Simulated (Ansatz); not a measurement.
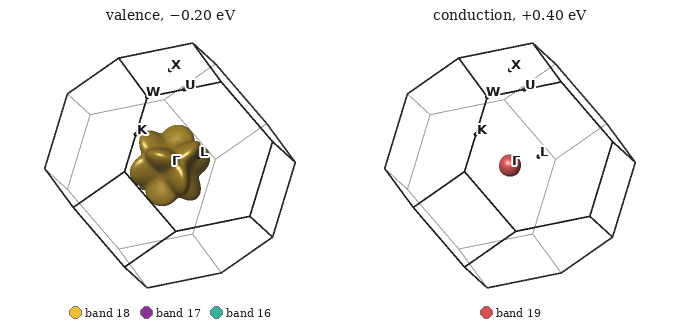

CdSe (space group F-43m, No. 216): constant-energy surfaces at both band edges (energies from each edge).

All numbers here come from DFT PBE, scalar-relativistic, plane waves, PAW; levels and slopes on a dense k mesh at the converged density (Ansatz 0.2.0). No spin polarisation. The levels come from a k mesh of 34×34×34 points. Unrelaxed database geometry. The cell comes from a database of computed structures, not from a measurement.

Masses come from a second pass at points close to the extrema; at the energies drawn a band may no longer be parabolic.

Question: Is the gap direct or indirect, and how large does the calculation make it?

Answer: The gap is direct, 0.55 eV at this level of theory, which underestimates gaps and can reorder valleys that lie close.

Question: Give the valleys and their effective masses.

Answer: Valence band (extrema up to 0.20 eV from the edge): one maximum at Γ, three bands meeting there, with masses of 0.058 and 0.70 mₑ among them, each the same along x, y and z. Band 18 forms the valence edge; band 17 meets it there and band 16 meets it there.
Conduction band (extrema up to 0.40 eV from the edge): one minimum at Γ, mass 0.058 mₑ in all directions. Band 19 forms the conduction edge.

Where one band's surface lies inside another's, the outer one hides all or part of it.

Spin-orbit coupling, left out here, can change the gap, its kind, the place of the band edges and the masses, since the compound holds Cd and Se.

The run (self-consistency and the dense mesh) took 83 s on 1 thread of Arm Neoverse V2, with other jobs on the host, peak memory 0.87 GiB.
